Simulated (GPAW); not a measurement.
System: zincblende GaAs, space group F-43m, 2 atoms in the primitive cell; unstrained, cubic a = 5.654 Å. The cell is strained along z by the value listed, with the other lengths fixed. The atoms keep their fractional positions. Points keep the names of the unstrained cell; those that the strain makes unlike carry their directions on the cubic axes x, y, z. Computed with GPAW 26.7.0: PBEsol, PAW data sets generated in the run's folder for this functional, no spin polarisation, no spin-orbit coupling, 8×8×8 k mesh, 600 eV cutoff.

At 0 % the lowest conduction levels at the points plotted lie 0.51 eV (Γ), 0.97 eV (L), 1.36 eV (X [001]) and 1.36 eV (X [100]/[010]) above the valence top at Γ.

### How does each level move from −4 % to +4 %?

Γ falls by 0.54 eV, L goes from 0.91 through a maximum of 0.97 eV near 0 % to 0.76 eV, X [001] rises by 0.56 eV and X [100]/[010] goes from 1.22 through a maximum of 1.36 eV near 0 % to 1.28 eV. Unstrained, the X points are equivalent. At −4 % the lowest conduction level is 0.96 eV at X [001] and 1.22 eV at X [100]/[010] above the valence top, a splitting of 0.26 eV, or 65 meV for each 1 % of strain on average. The lowest is the one at Γ, over the whole range, so among these points the gap stays direct.

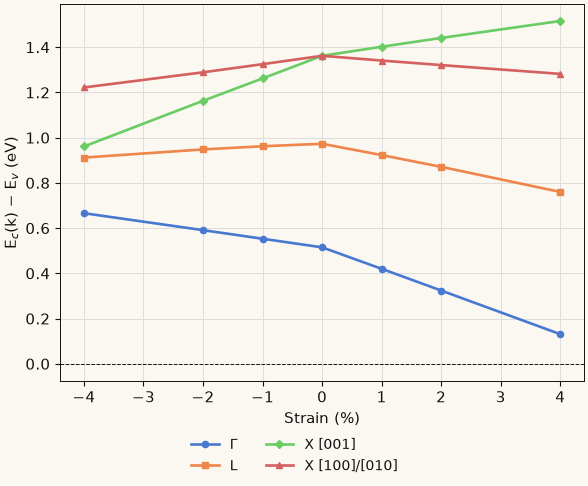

Lowest conduction level at each named k point, counted from the valence-band top at Γ.

```
strain  Γ (eV)  L (eV)  X [001] (eV)  X [100]/[010] (eV)
  −4 %    0.67    0.91          0.96                1.22
  −2 %    0.59    0.95          1.16                1.29
  −1 %    0.55    0.96          1.26                1.32
   0 %    0.51    0.97          1.36                1.36
  +1 %    0.42    0.92          1.40                1.34
  +2 %    0.32    0.87          1.44                1.32
  +4 %    0.13    0.76          1.52                1.28
```

The strain splits the threefold valence top at Γ, and levels count from its highest part. Spin-orbit coupling is left out, which matters for As. LDA, GGA and most meta-GGA functionals understate gaps. The potentials hold the d shell of Ga in the core, which widens gaps.
